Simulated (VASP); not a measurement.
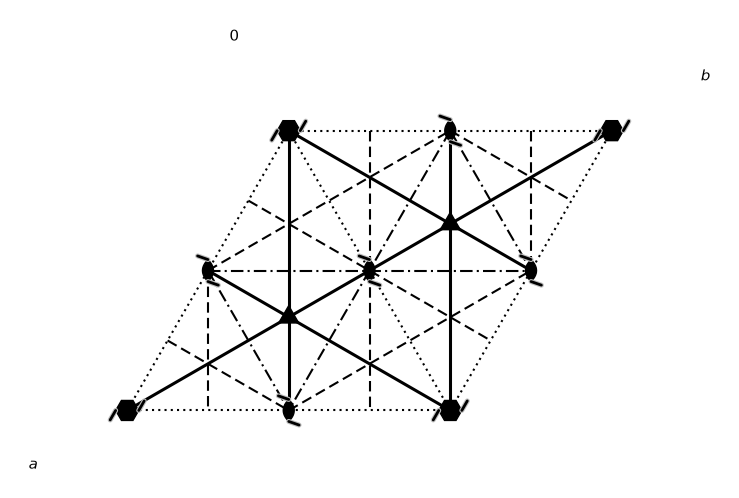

Symmetry elements of a space group, projected down c, computed from the operations of a computed or model structure of composition ZnS.

Symbols follow the International Tables: origin at the upper left, the third axis towards the viewer; heavy, dashed, dotted, dash-dotted and dash-dot-dot lines are mirror, in-plane glide, out-of-plane glide, diagonal (n; with arrows d) and double (e) glide planes seen edge on; arrows at the rim are 2 (full head) and 2₁ (half head) axes in the plane; the corner sign is a plane parallel to the page; fractions are heights. Handed screw axes carry their printed symbol instead of tails.

> Give the Hermann–Mauguin symbol and number.

P6₃mc, No. 186; primitive hexagonal, point group 6mm, 12 general positions a cell.

> List the elements shown.

6₃ axes along c at (0, 0); 3 axes along c at (1/3, 2/3), (2/3, 1/3); 2₁ axes along c at (0, 1/2), (1/2, 0), (1/2, 1/2); mirror planes holding c and [1 2 0] or [2 1 0] or [−1 1 0]; in-plane glide planes holding c and [1 2 0] or [2 1 0] or [−1 1 0]; c glide planes normal to a*, at x = 0; n glide planes normal to a*, at x = 1/2; c glide planes normal to b*, at y = 0; n glide planes normal to b*, at y = 1/2; c glide planes holding c and [1 1 0]; diagonal glide planes holding c and [1 1 0]. Heights repeat every half period; positions are (a, b) fractions, modulo 1.
